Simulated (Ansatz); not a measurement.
# Co (hcp): exchange couplings and spin waves

Aim: map the magnet Co (hcp) on a Heisenberg model by the force theorem, and read spin waves, ordering temperature and anisotropy. Whether the element takes this structure at low temperature is a separate question.

Computed with Ansatz 0.2.0 (DFT PBE, scalar-relativistic, plane waves, PAW, unless a step's input says otherwise).

1 further run of the same task is left out (set aside as unsound or not needed).

## 1. The system as given

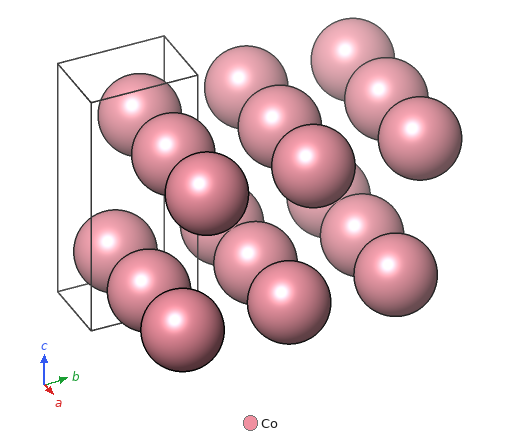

The starting structure, seen slightly off an axis (cobalt pink). 3×3×1 cells are drawn.

As a file:

```
Co
1.0
     2.51000    0.00000    0.00000
    -1.25500    2.17372    0.00000
     0.00000    0.00000    4.07122
Co
2
Direct
  0.33333 0.66667 0.75000
  0.66667 0.33333 0.25000
```

The cell is the measured one, not relaxed. At PBE, an earlier run found -5.25 GPa for this cell of 11.106 Å³/atom (16×16×8 mesh), no gap, moments in the atoms' spheres Co 1.67 μB. The cell is stretched at this level.

## 2. Exchange couplings, spin waves and anisotropy by the force theorem

File input.yaml:

```yaml
crystal:
  lattice:
    - [2.5100012721, 0.0, 0.0]
    - [-1.255000636, 2.1737248651, 0.0]
    - [0.0, 0.0, 4.0712220633]
  atoms:
    - { symbol: Co, position: [0.3333333333, 0.6666666667, 0.75], spin: 1.84 }
    - { symbol: Co, position: [0.6666666667, 0.3333333333, 0.25], spin: 1.84 }
basis:
  ecutwfc: 420
  ecutrho_ratio: 4
kpoints:
  mp_grid: { grid: [14, 14, 8] }
  band_path:
    path:
      - [[0.0, 0.0, 0.0], [0.5, 0.0, 0.0], [0.33333333, 0.33333333, 0.0], [0.0, 0.0, 0.0], [0.0, 0.0, 0.5], [0.5, 0.0, 0.5], [0.33333333, 0.33333333, 0.5], [0.0, 0.0, 0.5]]
      - [[0.5, 0.0, 0.5], [0.5, 0.0, 0.0]]
      - [[0.33333333, 0.33333333, 0.5], [0.33333333, 0.33333333, 0.0]]
    npoints: 6
hamiltonian:
  xc: pbe
scf:
  occupations: { method: gaussian, width: 0.05 }
  lower_state_search: "off"
output:
  forces: true
  stress: true
  eigenvalues: true
  populations: true
  eigenstates:
    nscf_kmesh: { grid: [14, 14, 8] }
    top_band: c38
    exchange_couplings: { magnetic: [{ site: 0 }, { site: 1 }] }
    magnetocrystalline_anisotropy: {}
magnetization:
  spin_polarized: true
checkpoint:
  read: start.run
  write: ck
  compress: false
  write_wavefunctions: false
  write_every: 100000
```

The run starts from a saved state of the same cell, the folder start.run.

Command:

```sh
$ ansatz run input.yaml --threads 4 --pin off --max-ram 9216MiB --backend cpu --events-out ev --progress --plain --runs-dir out
```

Standard output:

```text
Warning: checkpoint.read: spin seed differs: saved adfd0a2c6e31…, current eae84372b392…; the loaded state replaces the seed-built initial guess (but the starting_ns of a DFT+U solve that opens without the state's occupation matrices), so the run may converge into the producing seed's basin, or, where the symmetry group that follows from this deck's starting moments and starting_ns does not hold the saved magnetisation, lose that magnetisation at its first build. Where atoms have moved since the state was saved, this difference can also decide whether moments are moved with them. A self-consistent run of this deck without the state starts from its starting moments and, under a DFT+U term, its starting_ns
Warning: RAYON_NUM_THREADS=4 ignored (pool sized by the plan → 4); use --threads N
Engine: ansatz 0.2.0, x86_64-unknown-linux-gnu
Pseudopotentials: kind: paw
Pseudopotential: Co, paw, valence charge 17, recommended cutoff 420 eV (normal), Co.paw.azcp
Functional definition: PBE
  parameter kappa = 0.804
  parameter beta = 0.06672455060314922
  exchange = pbe_x(kappa = kappa, mu = beta*pi^2/3)
  correlation = pbe_c(beta = beta)
Crystal: 2 atoms, lattice volume = 22.213 Å³
Basis set: ecut = 420 eV, 415 PW (Γ), exchange–correlation on 36×36×60 points (8 copies of the dense FFT grid, shifted against one another)
Bands: 23, of which v1, the nominal top of the filled ones, is band 17 counted from 1 (16 counted from 0)
Symmetry: 24 space group operations
Space group: P63/mmc (ITA 194), of the structure as read, at distance tolerance 2.8e-5 Å
Magnetic group: BNS 194.263 (UNI 1493), of the structure as read, at distance tolerance 2.8e-5 Å
k-points: 120 of 1568
Non-local potential: Co, projectors of the file, l = 0: 3, l = 1: 2, l = 2: 3, l = 3: 1
PAW form: soft (Blöchl's): semilocal exchange-correlation on the pseudo side does not see the compensation charge
PAW one-centre angular grid: Co, 590 points (default); XC on 64 Gauss nodes
Initial density: read from a saved state, or passed on in memory by an earlier SCF of this step, an earlier step, the calling program or the single point that the run made first
Stability of the state it starts from, as read at its close in the collinear treatment: not read negative (Ritz values of 1 − χ₀K, real part plus size of imaginary part, from 0.69 to 0.93, by its mixing steps under the symmetry group of the SCF that read it); its run was given moments
Starting moments: Σ|m| = 3.68 μB on 2 of 2 sites; this step starts from the density that it was given
Initial wavefunctions: pseudopotential atomic-orbital guess
Functional: x = pbe(κ = 0.804, μ = 0.2195149727645171), c = pbe(β = 0.06672455060314922)
iter 1 solved again at ethr=1.24e-7 eV; its pass at ethr=3.10e-3 eV (dr2=4.23e-5 eV) is discarded
SCF iter   1: F=—  HF=-10252.290190 eV  |F-HF|=—  |Δ(HF+E_count)|=         —  Δρ=2.53e-3 (↑2.34e-3 ↓2.53e-3)  dr2=3.96e-5  dr2_m=1.19e-3  M=3.214 μB ∫|m|=3.563 μB  β_m=0.30  ethr=1.24e-7  ⟨swp⟩=3.0  Hψ=36195  notcnv=0
preconditioner: auto → none  [metal: Δε(μ)=0.015 eV  Ē_g=9.316 eV  σ=0.050 eV  W_gap=0.17  n_scr=8 (ndim 8)  ℏωp=33.4 eV  f_vac=0.000  D(μ)=2.23/eV (n_scr^D=34)]
SCF iter   2: F=—  HF=-10252.290276 eV  |F-HF|=—  |Δ(HF+E_count)|=   8.57e-5  Δρ=2.09e-3 (↑2.09e-3 ↓1.96e-3)  dr2=9.77e-6  dr2_m=8.25e-4  M=3.218 μB ∫|m|=3.567 μB  β_m=0.49  ethr=1.17e-7  ⟨swp⟩=1.6  Hψ=6501  notcnv=0
SCF iter   3: F=—  HF=-10252.290599 eV  |F-HF|=—  |Δ(HF+E_count)|=   3.23e-4  Δρ=1.98e-3 (↑5.32e-4 ↓1.98e-3)  dr2=7.10e-4  dr2_m=1.27e-4  M=3.234 μB ∫|m|=3.582 μB  β_m=0.44  ethr=2.87e-8  ⟨swp⟩=2.6  Hψ=10444  notcnv=0
SCF iter   4: F=—  HF=-10252.290472 eV  |F-HF|=—  |Δ(HF+E_count)|=   1.26e-4  Δρ=2.27e-4 (↑2.27e-4 ↓1.20e-4)  dr2=4.73e-6  dr2_m=3.06e-6  M=3.239 μB ∫|m|=3.587 μB  β_m=0.68  ethr=2.87e-8  ⟨swp⟩=2.9  Hψ=10658  notcnv=0
SCF iter   5: F=—  HF=-10252.290473 eV  |F-HF|=—  |Δ(HF+E_count)|=   7.28e-7  Δρ=7.47e-5 (↑7.47e-5 ↓6.90e-5)  dr2=1.40e-7  dr2_m=8.42e-7  M=3.239 μB ∫|m|=3.588 μB  β_m=0.84  ethr=1.39e-8  ⟨swp⟩=1.5  Hψ=6370  notcnv=0
SCF iter   6: F=-10252.290474 eV  HF=-10252.290474 eV  |F-HF|=7.51e-9  |Δ(HF+E_count)|=   6.35e-7  Δρ=1.33e-5 (↑1.33e-5 ↓1.11e-5)  dr2=1.87e-8  dr2_m=1.49e-8  M=3.239 μB ∫|m|=3.588 μB  ethr=2.94e-10  ⟨swp⟩=5.1  Hψ=23328  notcnv=0
SCF 1 converged in 6 iterations: F = -10252.290474 eV  dr2 = 1.87e-8
NSCF: frozen V_eff on 57 k-points
NSCF: frozen V_eff on 120 k-points
Magnetocrystalline anisotropy: 0 of 120 k-points coupled
Magnetocrystalline anisotropy: 64 of 120 k-points coupled
Magnetocrystalline anisotropy: 120 of 120 k-points coupled
Exchange couplings: 0 of 2 parts done
Exchange couplings: 1 of 2 parts done
Exchange couplings: 0 of 9 parts done
Exchange couplings: 1 of 9 parts done
Exchange couplings: 2 of 9 parts done
Exchange couplings: 3 of 9 parts done
Exchange couplings: 4 of 9 parts done
Exchange couplings: 5 of 9 parts done
Exchange couplings: 6 of 9 parts done
Exchange couplings: 7 of 9 parts done
Exchange couplings: 8 of 9 parts done
SCF converged after 6 iterations
Magnetization: 3.2388 μB (18.6194 up, 15.3806 down)
Absolute magnetization: 3.5890 μB (∫|ρ↑−ρ↓|, with the PAW one-centre terms)
Spin contamination: 0.0605 ħ² per cell (⟨S²⟩ above its minimum at these occupations)
Per-site moments (μB) at R_I (Å): [(1.6993420708668017, 1.030734058998034), (1.699342070866802, 1.030734058998034)]
Free energy (F): -10252.290474 eV
Harris-Foulkes:  -10252.290474 eV  (|F-HF|=7.51e-9)
Internal energy: -10252.287674 eV  (E = F + TS)
E sigma→0 (E₀):  -10252.289074 eV
Entropy (-TS):   -0.002800 eV (-1.400 meV/atom)
Fermi energy:    18.175272 eV
--- Per-component energies (eV) ---
  E_band       = -504.434255
  E_kinetic    = 905.831384
  E_local      = -5731.485836  (includes V_loc(G=0)·N_el)
  E_nonlocal   = 908.370438
  E_hartree    = 2399.612910
  E_xc         = -317.495074
  E_vxc        = -409.668956  (∫ρ·V_xc dr)
  E_paw        = -3030.164569  (= ΣΔE_a)
  E_vpaw       = -976.713395  (= ΣTr[D̂ρ^β])
  E_aug_tail   = 0.000164  (compensation charges beyond the density's cutoff)
  E_ewald      = -5386.957091
  E_smearing   = -0.002800  (= −TS)
  E_closure    = -0.000000  (closes the sum)
  Σ components = -10252.290474   (vs F -10252.290474, Δ=0.00e0)
--- Forces (eV/Å), atoms counted from 1 ---
  atom   1  Co     0.00000000     0.00000000     0.00000000
  atom   2  Co    -0.00000000    -0.00000000    -0.00000000
  max |Σ_I F_I| component: 1.16e-17 eV/Å
--- Stress (GPa, compression-positive) ---
       -4.100995       0.000000      -0.000000
        0.000000      -4.100995      -0.000000
       -0.000000      -0.000000      -5.915396
  P = ⅓ Tr σ = -4.7058 GPa (-47.058 kbar)
--- Band table (eV; the first three rows and the last of 240) ---
  k-point 0 ↑: bands = ["-77.8805", "-77.8297", "-41.2634", "-41.0072", "-41.0072", "-40.9636", "-40.9636", "-40.9626", "9.2940", "13.0968", "15.5695", "15.6049", "15.6049", "15.9049", "15.9049", "16.2564", "16.2564", "17.3188", "17.3188", "17.9860", "24.2269", "39.7939", "41.9985"]
  k-point 1 ↑: bands = ["-77.8786", "-77.8316", "-41.2521", "-41.0055", "-41.0055", "-40.9742", "-40.9653", "-40.9653", "9.4484", "13.0597", "15.5304", "15.5657", "15.5657", "15.8642", "15.8642", "16.3493", "16.3493", "17.3101", "17.3101", "17.3842", "25.1394", "39.7395", "41.6852"]
  k-point 2 ↑: bands = ["-77.8732", "-77.8372", "-41.2199", "-41.0072", "-41.0008", "-41.0008", "-40.9700", "-40.9700", "9.9014", "12.8733", "15.4278", "15.5077", "15.5077", "15.7616", "15.7616", "16.2892", "16.5595", "16.5595", "17.2706", "17.2706", "27.2319", "38.6281", "40.0908"]
  k-point 119 ↓: bands = ["-75.7393", "-75.7393", "-39.1867", "-39.1867", "-39.1097", "-39.1097", "-38.9836", "-38.9836", "15.4081", "15.4081", "15.9497", "15.9497", "16.4660", "16.4660", "18.0350", "18.0350", "19.2720", "19.2720", "23.9030", "23.9030", "26.2304", "26.2304", "28.3946"]
--- Löwdin populations: 2 sites ---
  site symbol       q [e]    m [muB]
     0     Co     16.7789     1.6875
     1     Co     16.7789     1.6875
  spilling = 0.013005 (of n_electrons = 34.000000)
```

Run time: 2.8 min. Hardware: 4 threads of Intel Xeon Platinum 8488C (Sapphire Rapids), shared host; peak memory 1.1 GiB.

Read off: volume 11.106 Å³/atom, pressure -4.71 GPa, metallic, moments in the atoms' spheres Co 1.70 μB.

The couplings, shell by shell. The energy is minus the sum of J e_i·e_j over ordered pairs of unit vectors, so each pair counts twice and positive J favours parallel moments:

| atom | partner | distance (Å) | neighbours | J (meV) |
| --- | --- | --- | --- | --- |
| Co1 | Co2 | 2.50 | 6 | 18.490 |
| Co1 | Co1 | 2.51 | 6 | 17.354 |
| Co2 | Co2 | 2.51 | 6 | 17.354 |
| Co1 | Co2 | 3.54 | 6 | 2.353 |
| Co1 | Co1 | 4.07 | 2 | 6.202 |
| Co2 | Co2 | 4.07 | 2 | 6.202 |
| Co1 | Co2 | 4.34 | 12 | 1.499 |
| Co1 | Co1 | 4.35 | 6 | 2.273 |
| Co2 | Co2 | 4.35 | 6 | 2.273 |
| Co1 | Co1 | 4.78 | 12 | -1.367 |
| Co2 | Co2 | 4.78 | 12 | -1.367 |
| Co1 | Co1 | 5.02 | 6 | -2.801 |
| Co2 | Co2 | 5.02 | 6 | -2.801 |
| Co1 | Co2 | 5.61 | 12 | 0.097 |

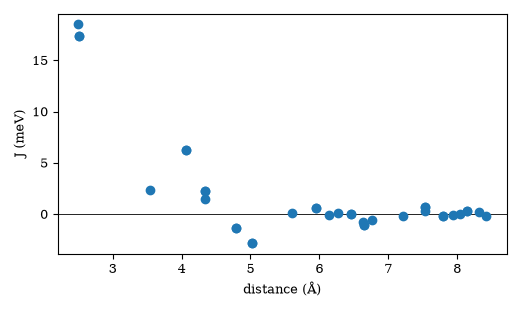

Exchange coupling against distance.

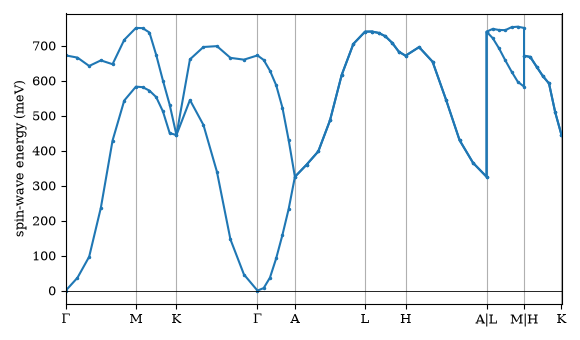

Adiabatic spin waves along the path; negative energies mark an unstable state.

Anisotropy by the force theorem, counted from the first direction:

| direction | energy (meV/cell) | spread over meshes (meV/cell) |
| --- | --- | --- |
| (0.00, 0.00, 1.00) | 0.0000 | 0.000 |
| (1.00, 0.00, 0.00) | -0.0262 | 0.260 |
| (0.87, 0.50, 0.00) | -0.0261 | 0.259 |
| (0.71, 0.00, 0.71) | -0.0130 | 0.129 |

## 3. Summary of results

| quantity | value |
| --- | --- |
| strongest shell | Co–Co at 2.50 Å, J = 18.490 meV × 6 |
| highest spin wave on the path | 754.3 meV |
| mean-field ordering temperature | 1791 K at q = (0.00, 0.00, 0.00) |
| ordering temperature, random-phase (Tyablikov) | 1257 K |
| anisotropy | not resolved |

**Reading.** The shell that weighs most is Co–Co at 2.50 Å and favours parallel moments. No spin-wave energy is negative on the path. For classical moments, mean-field theory puts the ordering at 1791 K and the random-phase form, which counts the spin waves, at 1257 K. The couplings belong to the order typed, which need not be the compound's real one. The anisotropy, 0.0262 meV per cell, is smaller than its spread over meshes, so no easy axis is named.
